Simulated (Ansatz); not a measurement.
## Geometry relaxation, with input and output: Co (part 2 of 2)

Co (2 atoms in the cell); DFT, PBE, PAW with Ansatz's default frozen-core files, scalar-relativistic, spin-polarised (Ansatz 0.2.0); cutoff 420 eV, 22×22×12 k-mesh, Fermi–Dirac smearing of 0.08 eV, collinear spins. The structure was built on a prototype by a generator; it need not be a known phase. It belongs to a series of runs on one base structure; here: cell relaxed at zero pressure.

Geometry of the input (Å; fractional positions):
```
2.4911  0.0000  0.0000
-1.2456  2.1574  0.0000
0.0000  0.0000  4.0356
Co 0.3333  0.6667  0.2500
Co 0.6667  0.3333  0.7500
```

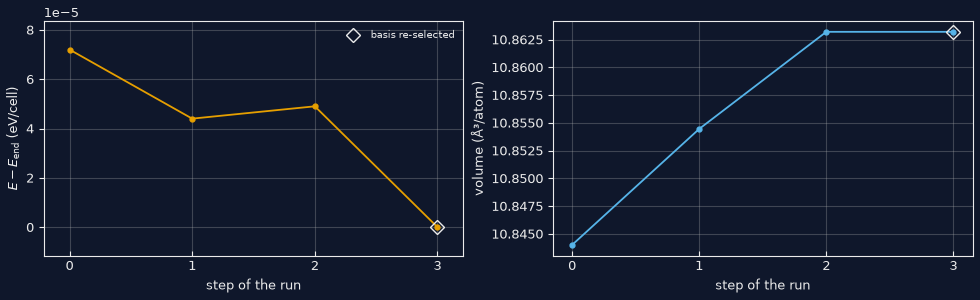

*Progress of the relaxation, step by step (the first geometry is step 0 here and step 1 in the log).*

The energy falls by next to nothing (0.0 meV per cell of the calculation) in 2 geometry steps. All forces vanish by symmetry, so only the cell relaxes. Pressure: 0.39 GPa at the start and 0.00 GPa at the end. The atoms keep their places relative to the cell (all moves are under 0.005 Å). The volume changes by +0.2 %, with a = b 2.491 → 2.494 Å (+0.1 %), c 4.036 → 4.035 Å (0.0 %). The space group stays P6_3/mmc (No. 194). A last SCF at the same geometry on a re-selected plane-wave basis shifts the energy by next to nothing (0.0 meV per cell of the calculation). (Atoms are counted from 1 in the order of the input.)

```
basis re-selected at this cell: Δ(F+E_penalty+E_count) = -4.865e-5 eV, ΔP = +0.002 GPa vs the last step (what re-selecting the basis moved, of the pressure what is left beyond the Pulay correction that the steps carried, after the strain that the cell walked since its last selection, with what the two solves' SCF thresholds leave and, on support functions, any second-order correction that the steps lacked; it is no measure of the basis error at this ecutwfc). This SCF's stress stands 1.12e-2 GPa from its target on what of the cell is left free (relax.cell.stress_tol is 5.00e-2 GPa) and its largest allowed force component is 7.40e-17 eV/Å (relax.f_tol is 5.00e-3 eV/Å): within both
SCF converged after 7 iterations
Magnetization: 3.2202 μB (18.6101 up, 15.3899 down)
Absolute magnetization: 3.5527 μB (∫|ρ↑−ρ↓|, with the PAW one-centre terms)
Spin contamination: 0.0567 ħ² per cell (⟨S²⟩ above its minimum at these occupations)
Per-site moments (μB) at R_I (Å): [(1.686355485499538, 1.0223313506966016), (1.686355485499538, 1.0223313506966016)]
Free energy (F): -10252.322973 eV
Harris-Foulkes:  -10252.322973 eV  (|F-HF|=1.09e-11)
Internal energy: -10252.285779 eV  (E = F + TS)
E sigma→0 (E₀):  -10252.304376 eV
Entropy (-TS):   -0.037194 eV (-18.597 meV/atom)
Fermi energy:    18.670078 eV
--- Per-component energies (eV) ---
  E_band       = -488.649941
  E_kinetic    = 907.221508
  E_local      = -5668.532885  (includes V_loc(G=0)·N_el)
  E_nonlocal   = 908.261133
  E_hartree    = 2375.881228
  E_xc         = -317.999801
  E_vxc        = -410.358648  (∫ρ·V_xc dr)
  E_paw        = -3030.291099  (= ΣΔE_a)
  E_vpaw       = -977.004044  (= ΣTr[D̂ρ^β])
  E_aug_tail   = 0.000164  (compensation charges beyond the density's cutoff)
  E_ewald      = -5426.826025
  E_smearing   = -0.037194  (= −TS)
  E_closure    = 0.000000  (closes the sum)
  Σ components = -10252.322973   (vs F -10252.322973, Δ=0.00e0)
--- Forces (eV/Å), atoms counted from 1 ---
  atom   1  Co     0.00000000    -0.00000000     0.00000000
  atom   2  Co    -0.00000000     0.00000000    -0.00000000
  max |Σ_I F_I| component: 1.16e-17 eV/Å
--- Stress (GPa, compression-positive) ---
        0.001414       0.000000       0.000000
        0.000000       0.001414       0.000000
        0.000000       0.000000      -0.011155
  P = ⅓ Tr σ = -0.0028 GPa (-0.028 kbar)
--- Band table (eV; the first three rows and the last of 728) ---
  k-point 0 ↑: bands = ["-77.3968", "-77.3401", "-40.7945", "-40.5135", "-40.5135", "-40.4664", "-40.4659", "-40.4659", "9.6516", "13.4897", "16.0457", "16.0686", "16.0686", "16.3831", "16.3831", "16.7318", "16.7318", "17.8407", "17.8407", "18.4849", "24.9486", "40.4324", "42.8255"]
  k-point 1 ↑: bands = ["-77.3959", "-77.3411", "-40.7890", "-40.5127", "-40.5127", "-40.4721", "-40.4667", "-40.4667", "9.7219", "13.4755", "16.0272", "16.0476", "16.0476", "16.3634", "16.3634", "16.7779", "16.7779", "17.8373", "17.8373", "18.1931", "25.3779", "40.4099", "42.8877"]
  k-point 2 ↑: bands = ["-77.3931", "-77.3440", "-40.7728", "-40.5103", "-40.5103", "-40.4887", "-40.4691", "-40.4691", "9.9306", "13.4184", "15.9745", "16.0033", "16.0033", "16.3090", "16.3090", "16.8958", "16.8958", "17.5150", "17.8239", "17.8239", "26.4808", "40.2924", "41.7711"]
  k-point 363 ↓: bands = ["-75.2643", "-75.2643", "-38.7230", "-38.7230", "-38.6456", "-38.6456", "-38.5046", "-38.5046", "15.9218", "15.9218", "16.2585", "16.2585", "16.9041", "16.9041", "18.4989", "18.4989", "19.7784", "19.7784", "24.7128", "24.7128", "26.8323", "26.8323", "28.8889"]
--- Relaxed structure (3 steps of the walk, 3 accepted, 1 SCFs on fresh bases) ---
  F+E_penalty+E_count = -10252.32297298 eV   max|allowed force component| = 7.401e-17 eV/Å   (the final SCF, on the basis selected at the relaxed cell)
  cell:  # Å, volume = 21.7264 Å³
    - [2.4935739285838827, 5.447881103211432e-34, 5.161150518831883e-34]
    - [-1.2467869642919414, 2.159498368368206, 3.1017261371936046e-20]
    - [8.361063840678761e-34, 5.802135041765162e-20, 4.034712206396885]
  atoms:
    - { symbol: Co, position: [0.3333333333333333, 0.6666666666666666, 0.25000000000000006] }
    - { symbol: Co, position: [0.6666666666666666, 0.3333333333333333, 0.7499999999999999] }
```

File v_z.tsv
```
# z_ang	v_es[eV]	v_tot_up[eV]	v_tot_dn[eV]
# format = ansatz-planar-average/11
# xc	pbe
# density_cutoff_ev	1680
# datasets	Co=:simpson_from_first_knot:soft
# lattice	2.493573929	0.000000000	0.000000000
# lattice	-1.246786964	2.159498368	0.000000000
# lattice	0.000000000	0.000000000	4.034712206
# sites	2
# site	27	0.000000000	1.439665579	1.008678052
# site	27	1.246786964	0.719832789	3.026034155
0.000000	1.780584e1	7.268815e0	6.794308e0
0.149434	1.681178e1	6.022682e0	5.669682e0
0.298868	1.384080e1	2.301825e0	2.212837e0
0.448301	9.461619e0	-3.212557e0	-3.086558e0
0.597735	4.843936e0	-9.147945e0	-8.932299e0
0.747169	1.032828e0	-1.420248e1	-1.397695e1
0.896603	-1.298860e0	-1.737444e1	-1.715989e1
1.046036	-1.784742e0	-1.804240e1	-1.783081e1
1.195470	-3.471592e-1	-1.607278e1	-1.585283e1
1.344904	2.787282e0	-1.185558e1	-1.162916e1
1.494338	7.108490e0	-6.215595e0	-6.030638e0
1.643772	1.175891e1	-3.115072e-1	-2.779278e-1
1.793205	1.555913e1	4.453896e0	4.227648e0
1.942639	1.755934e1	6.959658e0	6.517313e0
2.092073	1.755934e1	6.959658e0	6.517313e0
2.241507	1.555913e1	4.453896e0	4.227648e0
2.390941	1.175891e1	-3.115072e-1	-2.779278e-1
2.540374	7.108490e0	-6.215595e0	-6.030638e0
2.689808	2.787282e0	-1.185558e1	-1.162916e1
2.839242	-3.471592e-1	-1.607278e1	-1.585283e1
2.988676	-1.784742e0	-1.804240e1	-1.783081e1
3.138109	-1.298860e0	-1.737444e1	-1.715989e1
3.287543	1.032828e0	-1.420248e1	-1.397695e1
3.436977	4.843936e0	-9.147945e0	-8.932299e0
3.586411	9.461619e0	-3.212557e0	-3.086558e0
3.735845	1.384080e1	2.301825e0	2.212837e0
3.885278	1.681178e1	6.022682e0	5.669682e0
```

Trajectory as extended XYZ (Å, eV, eV/Å), 4 frames, from step=1 to step=4
```
2
Lattice="2.4911 0.0000 0.0000 -1.2455 2.1574 0.0000 0.0000 0.0000 4.0356" Properties=species:S:1:pos:R:3:forces:R:3 step=1 energy=-10252.32290 pressure_GPa=0.39
Co    0.0000    1.4382    1.0089    0.0000   0.0000   0.0000
Co    1.2455    0.7191    3.0267    0.0000   0.0000   0.0000
2
Lattice="2.4924 0.0000 0.0000 -1.2462 2.1585 0.0000 0.0000 0.0000 4.0353" Properties=species:S:1:pos:R:3:forces:R:3 step=2 energy=-10252.32293 pressure_GPa=0.17
Co    0.0000    1.4390    1.0088    0.0000   0.0000   0.0000
Co    1.2462    0.7195    3.0265    0.0000   0.0000   0.0000
2
Lattice="2.4936 0.0000 0.0000 -1.2468 2.1595 0.0000 0.0000 0.0000 4.0347" Properties=species:S:1:pos:R:3:forces:R:3 step=3 energy=-10252.32292 pressure_GPa=-0.00
Co    0.0000    1.4397    1.0087    0.0000   0.0000   0.0000
Co    1.2468    0.7198    3.0260    0.0000   0.0000   0.0000
2
Lattice="2.4936 0.0000 0.0000 -1.2468 2.1595 0.0000 0.0000 0.0000 4.0347" Properties=species:S:1:pos:R:3:forces:R:3 step=4 energy=-10252.32297 pressure_GPa=-0.00
Co    0.0000    1.4397    1.0087    0.0000   0.0000   0.0000
Co    1.2468    0.7198    3.0260    0.0000   0.0000   0.0000
```

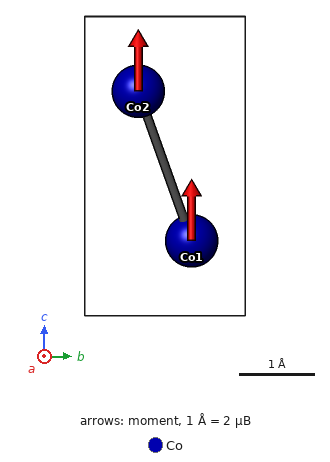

*Magnetic moments of the sites as red arrows (ball-and-stick view of the cell of the calculation, along the a axis; atoms are numbered from 1 in the order of the input); small moments hardly show. The run is collinear, so the axis drawn is arbitrary.*

Site moments: Co1, Co2 (1.69 μB). They are counted near the atoms and needn't add up to the moment of the cell.

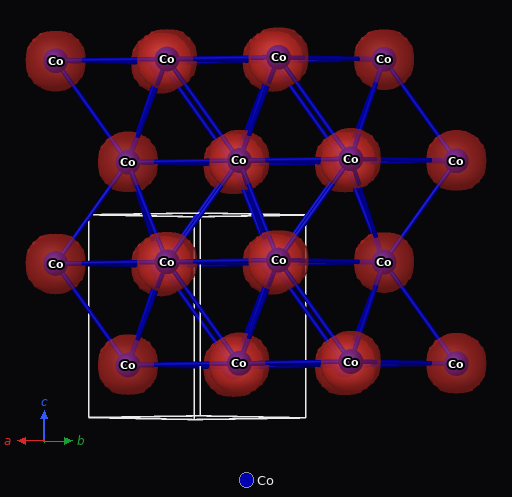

*Isosurfaces of the spin density at +0.4 (red) and −0.4 e/Å³ (blue), seen at an oblique angle. Sticks mark near contacts. The outline is the cell set on symmetry axes.*

The cell of the calculation (2 atoms) carries 3.2 μB net. Only one sign reaches the isovalue. The fields are those of the smooth PAW valence density.

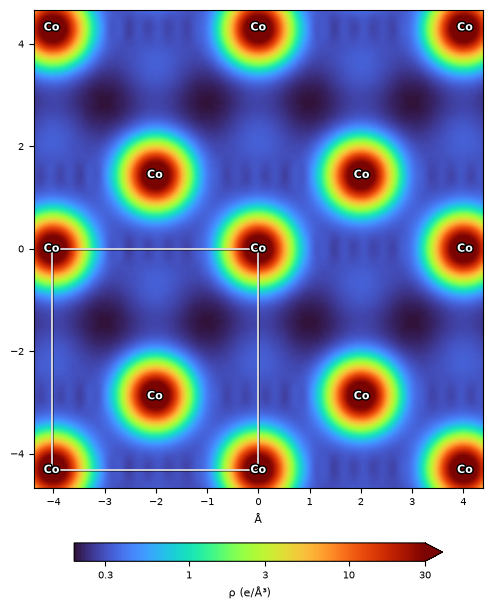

*Valence pseudo-density on the (110) plane of the conventional cell.*

The section cuts through Co sites. Co–Co (2.48 Å): ρ is about 0.34 e/Å³ halfway. Away from the nuclei the density in this plane falls to 0.19 e/Å³ at its lowest.

Results in brief

```tsv
quantity	value
outcome	converged
space group (tolerance 0.01 Å)	P6₃/mmc (194)
electrons treated	34
free energy	−10252.3230 eV
Fermi energy	18.670 eV
net moment of the cell	3.22 μB
integrated absolute moment	3.55 μB
pressure	0.00 GPa
final volume	21.73 Å³
largest force (length of the vector) at the end	under 0.001 eV/Å
final cell	a = 2.494 Å, b = 2.494 Å, c = 4.035 Å, α = 90.00°, β = 90.00°, γ = 120.00°
hardware	2 threads of AMD EPYC (Zen 5), 64 GiB of memory available, shared host
wall time	19 s (CPU time 37 s)
peak memory	0.63 GiB
```
